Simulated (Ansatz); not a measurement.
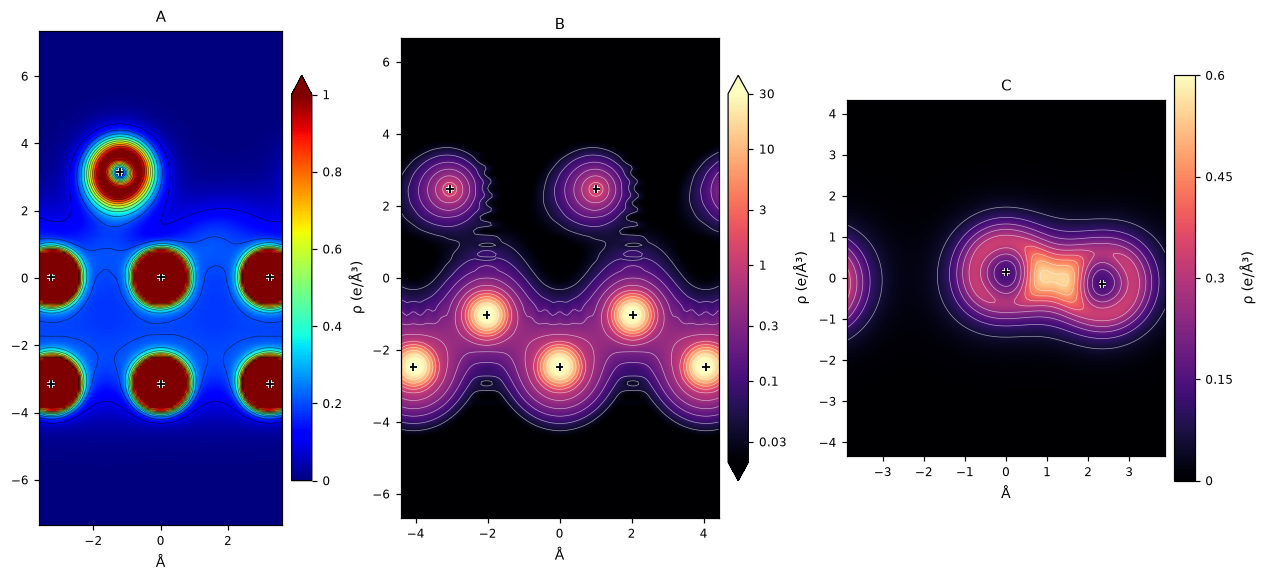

The valence charge density (pseudo) of 3 systems, each on a plane through atoms (crosses mark nuclei in the plane).

All numbers below come from DFT PBE, scalar-relativistic, plane waves, PAW in Ansatz.

System 1: Si (slab), the (110) plane of the calculation cell, a cut from vacuum to vacuum. A point of a scan over the structure, not its minimum; PAW files of the earlier set (soft_1).

System 2: Ti$_{16}$S (slab), the (010) plane of the calculation cell, a cut from vacuum to vacuum. A point of a scan over the structure, not its minimum; not relaxed (largest force 0.7 eV/Å); computed without spin polarisation; PAW files of the earlier set (soft_1).

System 3: Ga$_{2}$As$_{2}$H (slab), the (010) plane of the calculation cell, a cut from vacuum to vacuum. A point of a scan over the structure, not its minimum; not relaxed (largest force 1.3 eV/Å); PAW files of the earlier set (soft_1); the program warned that a starting moment wasn't kept; spin-polarised.

Which map belongs to which system?

Panel A is system 2, Ti$_{16}$S: the plane holds Ti and S. Panel B is system 3, Ga$_{2}$As$_{2}$H: the plane holds As, Ga and H. Ga–As (2.49 Å): the density is about 0.47 e/Å³ at the midpoint. Panel C is system 1, Si: the plane holds Si. Si–Si (2.36 Å): the density is about 0.55 e/Å³ at the midpoint.
